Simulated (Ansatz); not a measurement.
```
CELL_PARAMETERS angstrom
3.12070 0.00000 3.04799
0.00000 3.12070 3.04799
-3.12070 -3.12070 6.09598
ATOMIC_POSITIONS crystal
K 0.50000 0.50000 0.50000
K 0.00000 0.00000 0.00000
Cl 0.22524 0.19502 0.25000
Cl 0.77476 0.80498 0.75000
```

Space group P-1; changed on purpose from its base cell (mode 7 frozen in at -0.312 Å, normal strain along z -0.0233); not relaxed (largest force 0.6 eV/Å).

Level of theory: Ansatz 0.2.0, DFT PBEsol, scalar-relativistic, plane waves, PAW.

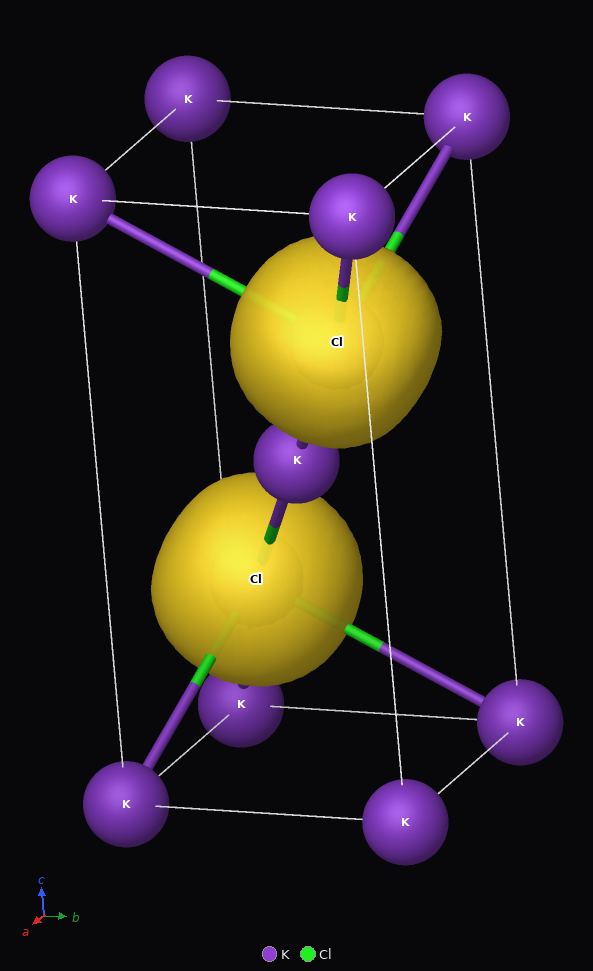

KCl. Isosurface of the ELF at 0.8 (yellow), seen slightly off an axis. Only the valence region is drawn (cores and ρ < 0.01 e/Å³ removed). Sticks mark near contacts.

Core electrons are frozen (PAW), and the valence fields are smoothed inside the atomic spheres.

Q: What do the ELF domains correspond to?

A: The ELF exceeds this value in two regions wrapped around Cl (the valence shell of each), counted in one cell of 4 atoms. Regions shared between cells count once. Profiles from the grid: K–Cl (2.81 Å): the ELF peaks at about 0.90 in the valence shell of Cl, 0.7 Å from its nucleus, and drops to about 0.05 between the two atoms; a closed-shell, largely ionic contact. K–Cl (2.96 Å): the ELF peaks at about 0.85 in the valence shell of Cl, 0.8 Å from its nucleus, and drops to about 0.05 between the two atoms: a closed-shell, largely ionic contact.

Q: Does the calculation give a band gap?

A: It is gapped, with a Kohn–Sham gap of 5.1 eV on the k-point mesh (the band edges may lie off the mesh, which would make the gap smaller).
